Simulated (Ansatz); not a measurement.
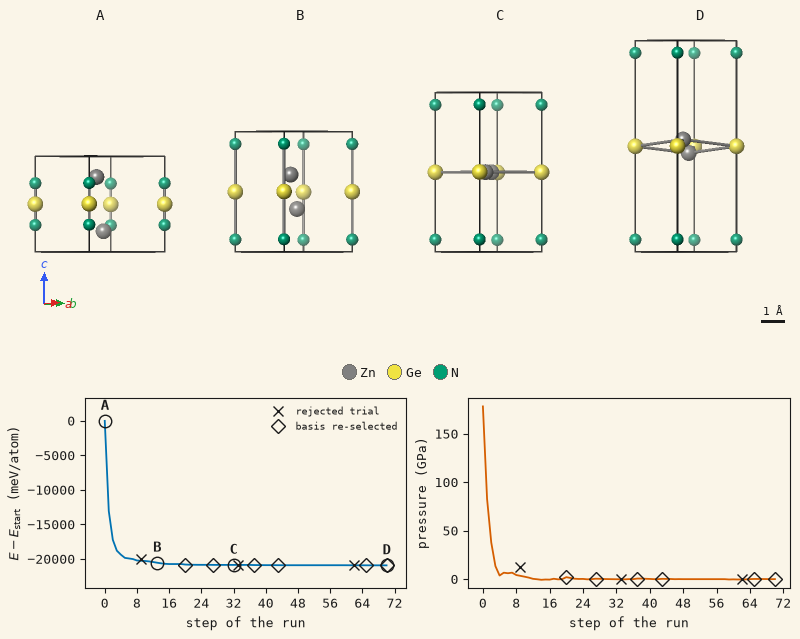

Frames of a relaxation of crystalline Zn2GeN2 (a generated structure, set up in P-3m1) (coarse preliminary run), marked on the history of the run. A ball-and-stick model of the cell of the calculation, seen from a free direction.

Theory: DFT PBE, scalar-relativistic, plane waves, PAW (Ansatz 0.2.0). (plane-wave cutoff 420 eV; k-point mesh 3 × 3 × 4; occupations gaussian; smearing width 0.1 eV; no spin polarisation; cell and atoms relaxed; force threshold 0.04 eV/Å; at most 70 steps)

Question: What happens along the run?

Answer: The largest moves relative to the cell, 2.38 Å, are those of Zn atoms. By element the largest moves are Zn 2.38 Å, N 2.12 Å. Ge stays in place. The volume changes by +35.4 %, with a = b 5.835 → 4.566 Å (−21.8 %), c 4.293 → 9.491 Å (+121.1 %). Some distances before and after: N–N 1.876 → 8.388 Å, Ge–N 0.938 → 4.194 Å, N–N 2.417 → 1.102 Å, Ge–Zn 3.580 → 2.653 Å. New bonds form, among them: N–N (2.42 → 1.10 Å). Bonds break, among them: Ge–N (0.94 → 4.19 Å). The space group stays P-3m1 (No. 164). The energy falls by 20918 meV per atom in 61 accepted moves (70 points after the start). The largest force component goes from 230 to 0.027 eV/Å. The pressure goes from 178.35 to 0.05 GPa. The line search rejected the trial steps at points 9, 33, 62 of the run. At 6 points the geometry stayed and the basis and grid were re-selected for the new cell (energy shift of 71.5 meV per atom at most each time). Cost: 9.2 min on 1 thread of Intel(R) Xeon(R) Processor @ 2.50GHz (Skylake/Cascade Lake), with other jobs on the host, peak memory 0.46 GiB. From step 0 to 13: N atoms move most (0.97 Å), volume +2.9 %, energy −20535 meV per atom. From step 13 to 32: Zn atoms move most (1.02 Å), volume +9.4 %, energy −319 meV per atom. From step 32 to 70: Zn atoms move most (0.30 Å), volume +20.2 %, energy −64.2 meV per atom.

| step | E − E(0), meV/atom | largest force component, eV/Å | pressure, GPa | volume, Å³/atom | note |
| --- | --- | --- | --- | --- | --- |
| 0 | 0.00 | 231.9870 | 178.35 | 25.317 |  |
| 1 | -13058.52 | 94.1887 | 82.85 | 25.672 |  |
| 2 | -17215.07 | 41.6655 | 37.90 | 26.943 |  |
| 3 | -18792.50 | 17.9709 | 13.47 | 27.925 |  |
| 4 | -19368.87 | 9.9090 | 3.75 | 28.062 |  |
| 5 | -19836.18 | 1.7087 | 6.67 | 27.377 |  |
| 6 | -19919.81 | 2.4574 | 6.12 | 27.371 |  |
| 7 | -20008.34 | 0.9663 | 6.69 | 26.927 |  |
| 8 | -20215.38 | 3.5782 | 4.25 | 26.900 |  |
| 9 | -20050.97 | 26.4885 | 12.43 | 26.962 | rejected |
| 10 | -20285.92 | 3.1137 | 2.53 | 27.156 |  |
| 13 | -20534.94 | 1.2330 | -0.11 | 26.047 |  |
| 16 | -20728.74 | 0.5131 | -0.47 | 22.837 |  |
| 19 | -20729.47 | 0.0071 | 0.01 | 22.848 |  |
| 23 | -20839.97 | 0.1557 | 0.20 | 24.405 |  |
| 26 | -20842.38 | 0.0032 | 0.00 | 25.080 |  |
| 29 | -20853.39 | 0.1957 | 0.15 | 26.637 |  |
| 32 | -20853.94 | 0.4908 | -0.09 | 28.508 |  |
| 35 | -20855.51 | 0.0696 | 0.05 | 28.238 |  |
| 38 | -20880.57 | 0.2194 | 0.61 | 28.917 |  |
| 42 | -20888.78 | 0.0113 | 0.01 | 31.150 |  |
| 45 | -20899.40 | 0.1769 | 0.16 | 32.947 |  |
| 48 | -20899.13 | 0.0016 | 0.00 | 33.977 |  |
| 51 | -20899.16 | 0.0004 | 0.00 | 33.957 |  |
| 54 | -20899.16 | 0.0019 | 0.00 | 33.955 |  |
| 57 | -20899.21 | 0.0075 | 0.00 | 33.942 |  |
| 61 | -20905.91 | 0.0480 | -0.33 | 32.911 |  |
| 64 | -20908.27 | 0.0306 | 0.02 | 32.004 |  |
| 67 | -20915.03 | 0.1553 | 0.13 | 33.240 |  |
| 70 | -20918.17 | 0.0269 | 0.05 | 34.267 | same geometry, new basis |
